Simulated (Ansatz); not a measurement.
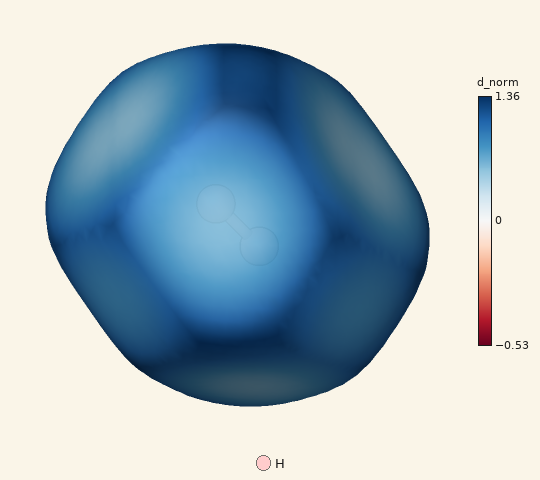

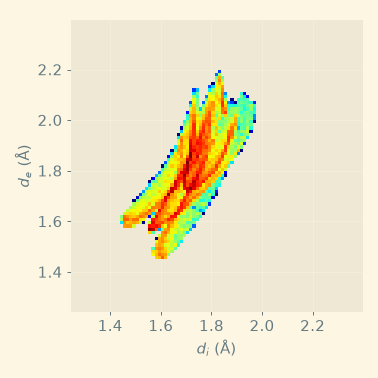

Hirshfeld surface computed for the H$_{2}$ molecule in H (Cmce, No. 64), coloured by d_norm. The second picture is its fingerprint plot, coloured by area on a logarithmic scale (blue little, red much).

The surface is where the fragment's share of the procrystal density (the sum of the densities of spherically averaged neutral Hartree-Fock atoms) equals one half. d_i and d_e are the distances from the surface to the nearest nucleus inside and outside; d_norm adds both, each measured against its van der Waals radius (Alvarez: H 1.20 Å), so red marks contacts shorter than the sum of radii, white equal and blue longer. X–H bonds are as in the structure, not normalised.

Origin of the cell: coordinates from a relaxation with DFT r2SCAN, scalar-relativistic, plane waves, PAW in Ansatz.

```yaml
crystal:
  lattice:
    - [5.30231, 0.00000, 0.00000]
    - [0.00000, 5.17169, 0.00000]
    - [0.00000, 0.00000, 4.39758]
  atoms:
    - { symbol: H, position: [0.50000, 0.54744, 0.06330] }
    - { symbol: H, position: [0.50000, 0.04744, 0.43670] }
    - { symbol: H, position: [0.50000, 0.95256, 0.56330] }
    - { symbol: H, position: [0.50000, 0.45256, 0.93670] }
    - { symbol: H, position: [0.00000, 0.04744, 0.06330] }
    - { symbol: H, position: [0.00000, 0.54744, 0.43670] }
    - { symbol: H, position: [0.00000, 0.45256, 0.56330] }
    - { symbol: H, position: [0.00000, 0.95256, 0.93670] }
```

> Which contact with the surroundings is the closest relative to the atoms' sizes?

H···H at 3.04 Å, 127 % of the sum of the van der Waals radii.

> How is the surface shared among contacts (both directions of a pair summed)?

H···H 100 %.

> Give the size and shape of the surface.

It encloses about 27.6 Å³, has an area of about 46 Å² and a globularity of 0.97 (1 for a sphere).

> Where does the fingerprint reach closest to the origin?

The smallest d_i + d_e is about 3.0 Å, which belongs to the shortest contact, H···H at 3.04 Å; d_e runs from 1.45 to 2.18 Å.
